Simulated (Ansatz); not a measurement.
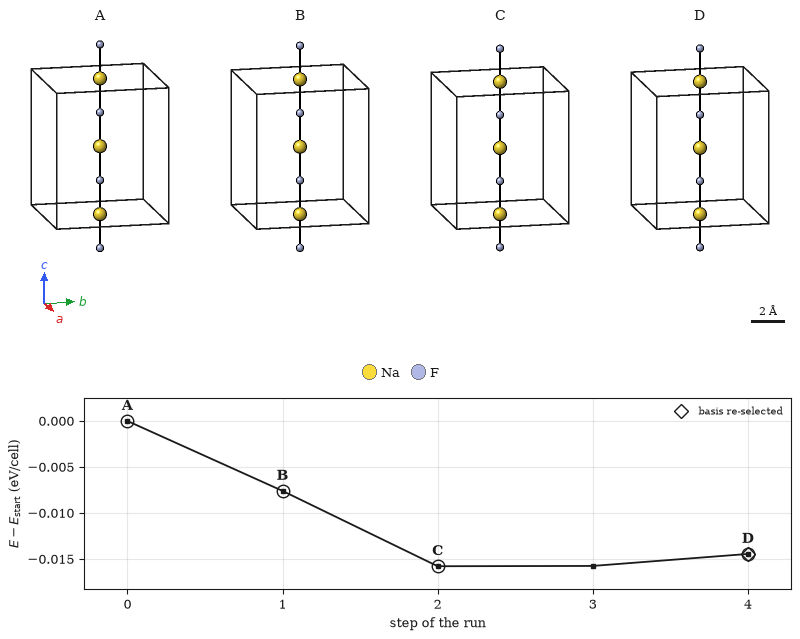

Frames of a relaxation of a wire of composition NaF, marked on the history of the run. The picture is a ball-and-stick view of the 2 repeat of the cell, with the vacuum cut short, seen slightly off an axis.

Case: linear chain of atoms.

Computed with DFT PBE, scalar-relativistic, plane waves, PAW in Ansatz.

Input file:
```yaml
crystal:
  lattice:
    - [9.0, 0.0, 0.0]
    - [0.0, 9.3, 0.0]
    - [0.0, 0.0, 4.2295389033]
  atoms:
    - { symbol: Na, position: [0.5, 0.5, 0.0], spin: 0.5 }
    - { symbol: F, position: [0.5, 0.5, 0.5], spin: 0.5 }
basis:
  ecutwfc: 420
kpoints:
  mp_grid: { grid: [1, 1, 15] }
hamiltonian:
  xc: pbe
scf:
  occupations: { method: gaussian, width: 0.05 }
output:
  forces: true
  stress: true
  eigenvalues: true
  populations: true
  write_density: true
  write_potential: true
  elf: true
  volumetric_format: npy
magnetization:
  spin_polarized: true
relax:
  adjacent_minimum: "off"
  f_tol: 0.01
  max_steps: 45
  cell: { fix: [a, b, alpha, beta, gamma], stress_tol: 0.03 }
```

Run as
```bash
ansatz run input.yaml --threads 2 --pin off --max-ram 5120MiB --backend cpu --events-out ev --progress --plain --runs-dir out
```

Describe the path.

The atoms keep their places relative to the layer's centre (all moves are under 0.005 Å). Along the periodic axis the drawn cell goes c 8.459 → 8.261 Å (−2.3 %). Some distances before and after: Na1–F2 2.115 → 2.065 Å. After 3 accepted moves (4 points after the start) the energy has fallen by 14.4 meV per cell of the calculation. All forces vanish by symmetry, so only the cell relaxes. At 1 point the geometry stayed and the basis and grid were re-selected for the new cell (energy shift of 1.3 meV per cell of the calculation at most each time). The program noted that the starting moments weren't kept. The run took 8.9 s on 2 threads of Intel(R) Xeon(R) 6975P-C (Granite Rapids) (shared host), peak memory 0.55 GiB. From step 0 to 1: energy −7.6 meV per cell of the calculation. From step 1 to 2: energy −8.2 meV per cell of the calculation. From step 2 to 4: energy +1.3 meV per cell of the calculation.

| step | E − E(0), meV/atom | note |
| --- | --- | --- |
| 0 | 0.00 |  |
| 1 | -3.80 |  |
| 2 | -7.89 |  |
| 3 | -7.87 |  |
| 4 | -7.22 | same geometry, new basis |
